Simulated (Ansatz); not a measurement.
# Geometry relaxation of SnO2 (part 1 of 2)

- system: SnO2 (Imma, 12 atoms in the cell)
- method: DFT PBE, scalar-relativistic, plane waves, PAW, no spin polarisation (Ansatz 0.2.0)

The structure derives from a Materials Project entry.

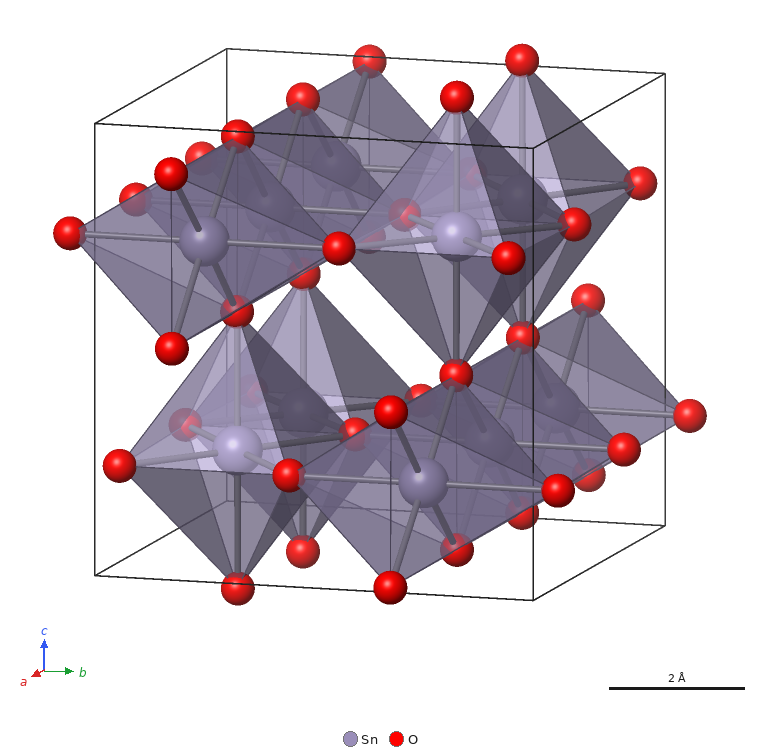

**Figure 1.** The structure as given in the input (polyhedral view of the cell 2 times as large as that of the calculation, set on its symmetry axes, seen slightly off an axis; polyhedra are completed across the faces of the cell). An atom can appear more than once, as a periodic image.

Input file
```yaml
crystal:
  lattice:
    - [-3.248897, 3.41447, 3.414021]
    - [3.248897, -3.41447, 3.414021]
    - [3.248897, 3.41447, -3.414021]
  atoms:
    - { symbol: Sn, position: [0.996401, 0.246401, 0.75] }
    - { symbol: Sn, position: [0.003599, 0.753599, 0.25] }
    - { symbol: Sn, position: [0.5, 0.5, 0.5] }
    - { symbol: Sn, position: [0.5, 0.0, 0.0] }
    - { symbol: O, position: [0.193504, 0.196226, 0.502722] }
    - { symbol: O, position: [0.697565, 0.75406, 0.943505] }
    - { symbol: O, position: [0.193504, 0.690782, 0.997278] }
    - { symbol: O, position: [0.310555, 0.75406, 0.556495] }
    - { symbol: O, position: [0.689445, 0.24594, 0.443505] }
    - { symbol: O, position: [0.302435, 0.24594, 0.056495] }
    - { symbol: O, position: [0.806496, 0.309218, 0.002722] }
    - { symbol: O, position: [0.806496, 0.803774, 0.497278] }
basis:
  ecutwfc: 420
kpoints:
  mp_grid: { grid: [6, 6, 6] }
hamiltonian:
  xc: pbe
scf:
  occupations: { method: gaussian, width: 0.02 }
output:
  forces: true
  stress: true
  eigenvalues: true
  write_density: true
  write_potential: true
  elf: true
  volumetric_format: npy
relax:
  adjacent_minimum: "off"
  f_tol: 0.01
  max_steps: 80
  cell: { stress_tol: 0.05 }
```

Run on 4 threads of Arm Neoverse V1, 24 GiB of memory available, shared host.

Launch command:
```bash
ansatz run input.yaml --threads 4 --pin off --max-ram 9216MiB --backend cpu --events-out ev --progress --plain --runs-dir out
```

What the program printed
```
Engine: ansatz 0.2.0, aarch64-unknown-linux-gnu
Pseudopotentials: kind: paw
Pseudopotential: Sn, paw, valence charge 14, recommended cutoff 420 eV (normal), Sn.paw.azcp
Pseudopotential: O, paw, valence charge 6, recommended cutoff 420 eV (normal), O.paw.azcp
Functional definition: PBE
  parameter kappa = 0.804
  parameter beta = 0.06672455060314922
  exchange = pbe_x(kappa = kappa, mu = beta*pi^2/3)
  correlation = pbe_c(beta = beta)
Crystal: 12 atoms, lattice volume = 151.491 Å³
Basis set: ecut = 420 eV, 2975 PW (Γ), exchange–correlation on 80×80×80 points (8 copies of the dense FFT grid, shifted against one another)
Bands: 64, of which v1, the nominal top of the filled ones, is band 52 counted from 1 (51 counted from 0)
Symmetry: 8 space group operations
Space group: Imma (ITA 74), of the structure as read, at distance tolerance 5.3e-5 Å
k-points: 46 of 216
Non-local potential: Sn, projectors of the file, l = 0: 2, l = 1: 2, l = 2: 2, l = 3: 2
Non-local potential: O, projectors of the file, l = 0: 2, l = 1: 2, l = 2: 1
PAW form: soft (Blöchl's): semilocal exchange-correlation on the pseudo side does not see the compensation charge
PAW one-centre angular grid: Sn, 590 points (default); XC on 64 Gauss nodes
PAW one-centre angular grid: O, 110 points (default); XC on 64 Gauss nodes
Initial density: superposition of atomic densities (neutral atoms: chi_scale 0, normalization atom), corrected by the library's trained network
Initial wavefunctions: pseudopotential atomic-orbital guess
Functional: x = pbe(κ = 0.804, μ = 0.2195149727645171), c = pbe(β = 0.06672455060314922)
SCF iter   1: F=—  HF=-28635.929532 eV  |F-HF|=—  |Δ(HF+E_count)|=         —  Δρ=1.39e-3  dr2=1.46e-3  ethr=1.77e-3  ⟨swp⟩=6.2  Hψ=11703  notcnv=0  defer=21
preconditioner: auto → Resta (q_TF=auto, 2.563 Å⁻¹)  ε∞=3.6  [insulator: Δε(μ)=0.628 eV  Ē_g=19.207 eV  σ=0.020 eV  W_gap=1.00  n_scr=42 (ndim 8)  ℏωp=30.8 eV  f_vac=0.037  D(μ)=0.00/eV (n_scr^D=0)  ε∞_Penn≈3.6]
SCF iter   2: F=—  HF=-28635.931679 eV  |F-HF|=—  |Δ(HF+E_count)|=   2.15e-3  Δρ=6.72e-4  dr2=2.91e-4  ethr=1.41e-6  ⟨swp⟩=2.6  Hψ=6114  notcnv=0  defer=227
SCF iter   3: F=—  HF=-28635.932109 eV  |F-HF|=—  |Δ(HF+E_count)|=   4.30e-4  Δρ=3.28e-4  dr2=8.77e-5  ethr=2.80e-7  ⟨swp⟩=2.4  Hψ=4353  notcnv=0  defer=227
SCF iter   4: F=—  HF=-28635.932324 eV  |F-HF|=—  |Δ(HF+E_count)|=   2.14e-4  Δρ=5.51e-5  dr2=4.96e-6  ethr=8.43e-8  ⟨swp⟩=2.0  Hψ=3892  notcnv=0  defer=227
SCF iter   5: F=—  HF=-28635.932327 eV  |F-HF|=—  |Δ(HF+E_count)|=   2.84e-6  Δρ=1.38e-5  dr2=1.99e-7  ethr=4.77e-9  ⟨swp⟩=2.0  Hψ=4840  notcnv=0  defer=227
SCF iter   6: F=—  HF=-28635.932327 eV  |F-HF|=—  |Δ(HF+E_count)|=   3.04e-7  Δρ=9.57e-6  dr2=1.12e-7  ethr=9.62e-11  ⟨swp⟩=16.5  Hψ=22949  notcnv=0
SCF iter   7: F=-28635.932327 eV  HF=-28635.932327 eV  |F-HF|=1.99e-8  |Δ(HF+E_count)|=   3.83e-9  Δρ=4.80e-6  dr2=2.94e-8  ethr=9.62e-11  ⟨swp⟩=9.1  Hψ=18060  notcnv=0
SCF 1 converged in 7 iterations: F = -28635.932327 eV  dr2 = 2.94e-8
  greatest PAW one-centre occupation: 0.996 electrons in one spin orbital (limit 2), on the Sn atom at site 2 (counted from 0), in its partial waves of l = 2
relax step   1: F+E_penalty+E_count = -28635.93232703 eV  Δ(F+E_penalty+E_count) = +0.000e0 eV  max|allowed force component| = 5.899e-2 eV/Å  Δτ_max = 0.0000 Å  P = -0.817 GPa  Ω = 151.491 Å³  (7 SCF iters, dr2 threshold 1.00e-7 eV, accepted)
Crystal: 12 atoms, lattice volume = 150.909 Å³
Initial density: handed on by an earlier stage of this run
Initial wavefunctions: those handed on with the density
iter 1 solved again at ethr=2.97e-6 eV; its pass at ethr=3.10e-3 eV (dr2=3.09e-3 eV) is discarded
SCF iter   1: F=—  HF=-28635.940816 eV  |F-HF|=—  |Δ(HF+E_count)|=         —  Δρ=2.34e-3  dr2=3.08e-3  ethr=2.97e-6  ⟨swp⟩=3.9  Hψ=12505  notcnv=0  defer=1
preconditioner: auto → Resta (q_TF=auto, 2.564 Å⁻¹)  ε∞=3.6  [insulator: Δε(μ)=0.680 eV  Ē_g=19.255 eV  σ=0.020 eV  W_gap=1.00  n_scr=42 (ndim 8)  ℏωp=30.8 eV  f_vac=0.035  D(μ)=0.00/eV (n_scr^D=0)  ε∞_Penn≈3.6]
SCF iter   2: F=—  HF=-28635.940132 eV  |F-HF|=—  |Δ(HF+E_count)|=   6.84e-4  Δρ=1.08e-3  dr2=5.56e-4  ethr=2.96e-6  ⟨swp⟩=2.5  Hψ=5547  notcnv=0
SCF iter   3: F=—  HF=-28635.940163 eV  |F-HF|=—  |Δ(HF+E_count)|=   3.12e-5  Δρ=2.99e-4  dr2=7.89e-5  ethr=5.34e-7  ⟨swp⟩=2.1  Hψ=3903  notcnv=0
SCF iter   4: F=—  HF=-28635.940163 eV  |F-HF|=—  |Δ(HF+E_count)|=   3.10e-7  Δρ=6.91e-5  dr2=6.50e-6  ethr=7.59e-8  ⟨swp⟩=2.0  Hψ=3962  notcnv=0
SCF iter   5: F=-28635.940164 eV  HF=-28635.940164 eV  |F-HF|=1.11e-7  |Δ(HF+E_count)|=   1.34e-6  Δρ=2.22e-5  dr2=5.30e-7  ethr=1.15e-9  ⟨swp⟩=14.1  Hψ=25024  notcnv=0
SCF 2 converged in 5 iterations: F = -28635.940164 eV  dr2 = 5.30e-7
relax step   2: F+E_penalty+E_count = -28635.94016411 eV  Δ(F+E_penalty+E_count) = -7.837e-3 eV  max|allowed force component| = 4.256e-2 eV/Å  Δτ_max = 0.0122 Å  P = -0.007 GPa  Ω = 150.909 Å³  energy of the carried Pulay correction = +2.932e-3 eV  (5 SCF iters, dr2 threshold 1.20e-6 eV, accepted)
Crystal: 12 atoms, lattice volume = 150.745 Å³
Basis set: ecut = 420 eV, 2959 PW (Γ), exchange–correlation on 80×80×80 points (8 copies of the dense FFT grid, shifted against one another)
iter 1 solved again at ethr=3.00e-6 eV; its pass at ethr=3.10e-3 eV (dr2=3.12e-3 eV) is discarded
SCF iter   1: F=—  HF=-28635.942834 eV  |F-HF|=—  |Δ(HF+E_count)|=         —  Δρ=2.55e-3  dr2=3.14e-3  ethr=3.00e-6  ⟨swp⟩=4.3  Hψ=11408  notcnv=0  defer=1
preconditioner: auto → Resta (q_TF=auto, 2.565 Å⁻¹)  ε∞=3.6  [insulator: Δε(μ)=0.690 eV  Ē_g=19.260 eV  σ=0.020 eV  W_gap=1.00  n_scr=42 (ndim 8)  ℏωp=30.8 eV  f_vac=0.035  D(μ)=0.00/eV (n_scr^D=0)  ε∞_Penn≈3.6]
SCF iter   2: F=—  HF=-28635.942213 eV  |F-HF|=—  |Δ(HF+E_count)|=   6.22e-4  Δρ=1.24e-3  dr2=7.24e-4  ethr=3.00e-6  ⟨swp⟩=2.1  Hψ=4342  notcnv=0
SCF iter   3: F=—  HF=-28635.942158 eV  |F-HF|=—  |Δ(HF+E_count)|=   5.48e-5  Δρ=1.73e-4  dr2=3.42e-5  ethr=6.96e-7  ⟨swp⟩=2.6  Hψ=4833  notcnv=0
SCF iter   4: F=—  HF=-28635.942235 eV  |F-HF|=—  |Δ(HF+E_count)|=   7.75e-5  Δρ=5.99e-5  dr2=4.07e-6  ethr=3.29e-8  ⟨swp⟩=2.0  Hψ=4014  notcnv=0
SCF iter   5: F=—  HF=-28635.942236 eV  |F-HF|=—  |Δ(HF+E_count)|=   2.34e-7  Δρ=2.79e-5  dr2=8.70e-7  ethr=3.91e-9  ⟨swp⟩=2.1  Hψ=4301  notcnv=0
SCF iter   6: F=-28635.942236 eV  HF=-28635.942236 eV  |F-HF|=1.51e-8  |Δ(HF+E_count)|=   1.16e-8  Δρ=7.72e-6  dr2=6.85e-8  ethr=1.09e-10  ⟨swp⟩=11.0  Hψ=22472  notcnv=0
SCF 3 converged in 6 iterations: F = -28635.942236 eV  dr2 = 6.85e-8
  greatest PAW one-centre occupation: 0.996 electrons in one spin orbital (limit 2), on the Sn atom at site 3 (counted from 0), in its partial waves of l = 2
relax step   3: F+E_penalty+E_count = -28635.94223573 eV  Δ(F+E_penalty+E_count) = -2.072e-3 eV  max|allowed force component| = 2.346e-2 eV/Å  Δτ_max = 0.0145 Å  P = +0.223 GPa  Ω = 150.745 Å³  energy of the carried Pulay correction = +3.759e-3 eV  (6 SCF iters, dr2 threshold 1.13e-7 eV, accepted)
Crystal: 12 atoms, lattice volume = 150.921 Å³
iter 1 solved again at ethr=2.14e-7 eV; its pass at ethr=3.10e-3 eV (dr2=2.23e-4 eV) is discarded
SCF iter   1: F=—  HF=-28635.941761 eV  |F-HF|=—  |Δ(HF+E_count)|=         —  Δρ=5.40e-4  dr2=2.30e-4  ethr=2.14e-7  ⟨swp⟩=3.6  Hψ=11646  notcnv=0
preconditioner: auto → Resta (q_TF=auto, 2.564 Å⁻¹)  ε∞=3.6  [insulator: Δε(μ)=0.678 eV  Ē_g=19.250 eV  σ=0.020 eV  W_gap=1.00  n_scr=42 (ndim 8)  ℏωp=30.8 eV  f_vac=0.037  D(μ)=0.00/eV (n_scr^D=0)  ε∞_Penn≈3.6]
SCF iter   2: F=—  HF=-28635.941760 eV  |F-HF|=—  |Δ(HF+E_count)|=   8.26e-7  Δρ=2.28e-4  dr2=3.50e-5  ethr=2.14e-7  ⟨swp⟩=3.0  Hψ=5693  notcnv=0
SCF iter   3: F=—  HF=-28635.941754 eV  |F-HF|=—  |Δ(HF+E_count)|=   6.00e-6  Δρ=6.19e-5  dr2=4.36e-6  ethr=3.37e-8  ⟨swp⟩=2.0  Hψ=3880  notcnv=0
SCF iter   4: F=—  HF=-28635.941754 eV  |F-HF|=—  |Δ(HF+E_count)|=   3.26e-7  Δρ=2.15e-5  dr2=6.24e-7  ethr=4.20e-9  ⟨swp⟩=2.2  Hψ=4768  notcnv=0
SCF iter   5: F=-28635.941754 eV  HF=-28635.941754 eV  |F-HF|=2.04e-8  |Δ(HF+E_count)|=   1.12e-7  Δρ=7.59e-6  dr2=7.83e-8  ethr=2.34e-10  ⟨swp⟩=13.6  Hψ=22532  notcnv=0
SCF 4 converged in 5 iterations: F = -28635.941754 eV  dr2 = 7.83e-8
relax step   4: F+E_penalty+E_count = -28635.94175413 eV  Δ(F+E_penalty+E_count) = +4.816e-4 eV  max|allowed force component| = 2.858e-3 eV/Å  Δτ_max = 0.0032 Å  P = +0.017 GPa  Ω = 150.921 Å³  energy of the carried Pulay correction = +2.867e-3 eV  (5 SCF iters, dr2 threshold 2.43e-7 eV, accepted)
Initial wavefunctions: pseudopotential atomic-orbital guess (no wavefunctions were taken with the density)
iter 1 solved again at ethr=7.40e-8 eV; its pass at ethr=3.10e-3 eV (dr2=7.69e-5 eV) is discarded
SCF iter   1: F=—  HF=-28635.938807 eV  |F-HF|=—  |Δ(HF+E_count)|=         —  Δρ=3.67e-5  dr2=3.82e-7  ethr=7.40e-8  ⟨swp⟩=3.7  Hψ=20778  notcnv=0
preconditioner: auto → Resta (q_TF=auto, 2.564 Å⁻¹)  ε∞=3.6  [insulator: Δε(μ)=0.678 eV  Ē_g=19.251 eV  σ=0.020 eV  W_gap=1.00  n_scr=42 (ndim 8)  ℏωp=30.8 eV  f_vac=0.037  D(μ)=0.00/eV (n_scr^D=0)  ε∞_Penn≈3.6]
SCF iter   2: F=—  HF=-28635.938879 eV  |F-HF|=—  |Δ(HF+E_count)|=   7.21e-5  Δρ=1.76e-5  dr2=1.08e-7  ethr=3.68e-10  ⟨swp⟩=2.7  Hψ=5498  notcnv=0
SCF iter   3: F=—  HF=-28635.938879 eV  |F-HF|=—  |Δ(HF+E_count)|=   1.24e-7  Δρ=8.36e-6  dr2=2.03e-8  ethr=1.04e-10  ⟨swp⟩=2.0  Hψ=3792  notcnv=0
SCF iter   4: F=—  HF=-28635.938879 eV  |F-HF|=—  |Δ(HF+E_count)|=   4.26e-8  Δρ=1.83e-6  dr2=4.50e-9  ethr=1.95e-11  ⟨swp⟩=2.0  Hψ=4416  notcnv=0
SCF iter   5: F=—  HF=-28635.938879 eV  |F-HF|=—  |Δ(HF+E_count)|=  6.69e-10  Δρ=5.33e-7  dr2=4.65e-10  ethr=4.33e-12  ⟨swp⟩=2.0  Hψ=3958  notcnv=0
SCF iter   6: F=-28635.938879 eV  HF=-28635.938879 eV  |F-HF|=3.64e-12  |Δ(HF+E_count)|=  3.57e-10  Δρ=1.67e-7  dr2=3.34e-11  ethr=1.00e-12  ⟨swp⟩=7.8  Hψ=14878  notcnv=0
SCF 5 converged in 6 iterations: F = -28635.938879 eV  dr2 = 3.34e-11
  greatest PAW one-centre occupation: 0.996 electrons in one spin orbital (limit 2), on the Sn atom at site 1 (counted from 0), in its partial waves of l = 2
relax step   5: F+E_penalty+E_count = -28635.93887921 eV  Δ(F+E_penalty+E_count) = +2.875e-3 eV  max|allowed force component| = 2.893e-3 eV/Å  Δτ_max = 0.0000 Å  P = -0.012 GPa  Ω = 150.921 Å³  stress off target by 8.53e-2 GPa  SCF on the basis re-selected at this cell (its energy is not comparable with the rows above)  (6 SCF iters)
basis re-selected at this cell: Δ(F+E_penalty+E_count) = +2.875e-3 eV, ΔP = -0.029 GPa vs the last step (what re-selecting the basis moved, of the pressure what is left beyond the Pulay correction that the steps carried, after the strain that the cell walked since its last selection, with what the two solves' SCF thresholds leave and, on support functions, any second-order correction that the steps lacked; it is no measure of the basis error at this ecutwfc). This SCF's stress stands 8.53e-2 GPa from its target on what of the cell is left free (relax.cell.stress_tol is 5.00e-2 GPa) and its largest allowed force component is 2.89e-3 eV/Å (relax.f_tol is 1.00e-2 eV/Å): not within both, so this SCF does not close the relaxation
Crystal: 12 atoms, lattice volume = 150.929 Å³
iter 1 solved again at ethr=1.64e-9 eV; its pass at ethr=3.10e-3 eV (dr2=1.71e-6 eV) is discarded
SCF iter   1: F=—  HF=-28635.938779 eV  |F-HF|=—  |Δ(HF+E_count)|=         —  Δρ=5.51e-5  dr2=2.21e-6  ethr=1.64e-9  ⟨swp⟩=3.1  Hψ=12329  notcnv=0
preconditioner: auto → Resta (q_TF=auto, 2.564 Å⁻¹)  ε∞=3.6  [insulator: Δε(μ)=0.680 eV  Ē_g=19.252 eV  σ=0.020 eV  W_gap=1.00  n_scr=42 (ndim 8)  ℏωp=30.8 eV  f_vac=0.037  D(μ)=0.00/eV (n_scr^D=0)  ε∞_Penn≈3.6]
SCF iter   2: F=—  HF=-28635.938850 eV  |F-HF|=—  |Δ(HF+E_count)|=   7.12e-5  Δρ=2.91e-5  dr2=6.40e-7  ethr=1.64e-9  ⟨swp⟩=2.3  Hψ=5073  notcnv=0
SCF iter   3: F=—  HF=-28635.938850 eV  |F-HF|=—  |Δ(HF+E_count)|=   2.78e-8  Δρ=8.54e-6  dr2=7.74e-8  ethr=6.16e-10  ⟨swp⟩=2.8  Hψ=5429  notcnv=0
SCF iter   4: F=-28635.938850 eV  HF=-28635.938850 eV  |F-HF|=4.73e-10  |Δ(HF+E_count)|=   1.33e-8  Δρ=1.90e-6  dr2=4.54e-9  ethr=1.75e-11  ⟨swp⟩=11.8  Hψ=19839  notcnv=0
SCF 6 converged in 4 iterations: F = -28635.938850 eV  dr2 = 4.54e-9
relax step   6: F+E_penalty+E_count = -28635.93884988 eV  Δ(F+E_penalty+E_count) = +2.934e-5 eV  max|allowed force component| = 1.968e-4 eV/Å  Δτ_max = 0.0002 Å  P = +0.001 GPa  Ω = 150.929 Å³  energy of the carried Pulay correction = -4.858e-5 eV  (4 SCF iters, dr2 threshold 1.82e-8 eV, accepted)
iter 1 solved again at ethr=7.15e-8 eV; its pass at ethr=3.10e-3 eV (dr2=7.44e-5 eV) is discarded
SCF iter   1: F=—  HF=-28635.938812 eV  |F-HF|=—  |Δ(HF+E_count)|=         —  Δρ=5.11e-6  dr2=1.44e-8  ethr=7.15e-8  ⟨swp⟩=3.9  Hψ=20810  notcnv=0
eigensolver tolerance schedule: the retry pair's looser diagonalisation over-reported the residual by 5177.83 of it (diagonalisation noise at 0.14 of the residual, at the tolerance the schedule requests for it); recorded, not acted on — ethr = c·dr2/N_el stays at c = 1.0e-1
SCF iter   2: F=—  HF=-28635.938881 eV  |F-HF|=—  |Δ(HF+E_count)|=   6.88e-5  Δρ=2.74e-6  dr2=5.09e-9  ethr=1.38e-11  ⟨swp⟩=3.7  Hψ=7710  notcnv=0
SCF iter   3: F=—  HF=-28635.938881 eV  |F-HF|=—  |Δ(HF+E_count)|=   1.66e-9  Δρ=1.46e-6  dr2=1.10e-9  ethr=4.89e-12  ⟨swp⟩=2.0  Hψ=3807  notcnv=0
SCF iter   4: F=—  HF=-28635.938881 eV  |F-HF|=—  |Δ(HF+E_count)|=   2.28e-9  Δρ=4.33e-7  dr2=1.92e-10  ethr=1.05e-12  ⟨swp⟩=2.0  Hψ=4542  notcnv=0
SCF iter   5: F=-28635.938881 eV  HF=-28635.938881 eV  |F-HF|=4.37e-11  |Δ(HF+E_count)|=  3.64e-12  Δρ=2.46e-7  dr2=6.66e-11  ethr=1.00e-12  ⟨swp⟩=8.1  Hψ=14710  notcnv=0
SCF 7 converged in 5 iterations: F = -28635.938881 eV  dr2 = 6.66e-11
relax step   7: F+E_penalty+E_count = -28635.93888077 eV  Δ(F+E_penalty+E_count) = -3.089e-5 eV  max|allowed force component| = 2.440e-4 eV/Å  Δτ_max = 0.0000 Å  P = +0.001 GPa  Ω = 150.929 Å³  stress off target by 5.71e-3 GPa  SCF on the basis re-selected at this cell (its energy is not comparable with the rows above)  (5 SCF iters)
```

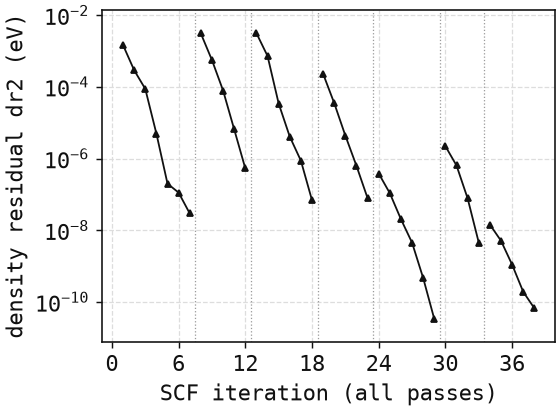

**Figure 2.** Convergence of the self-consistent field: density residual dr2 against the SCF iteration. The dotted lines part the SCF passes of the relaxation: geometry steps, rejected trials and re-solves on a re-selected basis. The 7 passes take 4 to 7 iterations each, 38 in all.

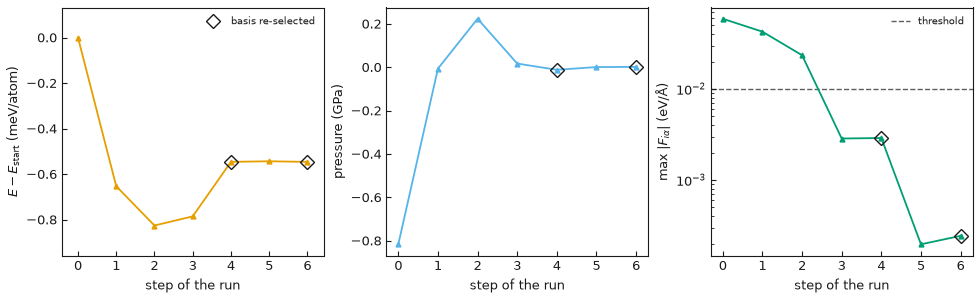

**Figure 3.** Progress of the relaxation, step by step (the first geometry is step 0 here and step 1 in the log).

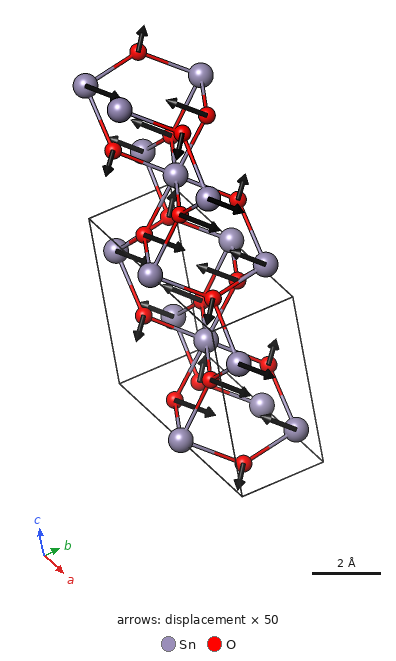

**Figure 4.** The starting structure with the displacements (without the part carried along by the change of the cell) as black arrows, magnified 50 times (ball-and-stick view of the cell of the calculation, repeated 1 × 1 × 2, seen slightly off an axis). The energy falls by 0.5 meV per atom in 4 geometry steps. Largest force component: 0.059 eV/Å at the start, 0.00024 eV/Å at the end. Pressure: −0.82 GPa at the start and 0.00 GPa at the end. 1 further SCF at an unchanged geometry re-selected the plane-wave basis for the new cell. The largest moves relative to the cell, 0.028 Å, are those of O6, O8, O9 and O10. By element the largest moves are O 0.028 Å, Sn 0.025 Å. The drawn cell changes as follows: a = b = c 5.820 → 5.813 Å (−0.1 %), α 112.1° → 112.3°; the volume changes by −0.4 %. Among the contacts that change: Sn1–O5 2.096 → 2.089 Å. The space group (tolerance 0.01 Å) goes from Imma (No. 74) to P4_2/mnm (No. 136). The energy change given includes the shifts at the re-selections in mid-walk, which come without any move. A last SCF at the same geometry on a re-selected plane-wave basis shifts the energy by next to nothing (0.0 meV per atom). (Atoms are counted from 1 in the order of the input.)
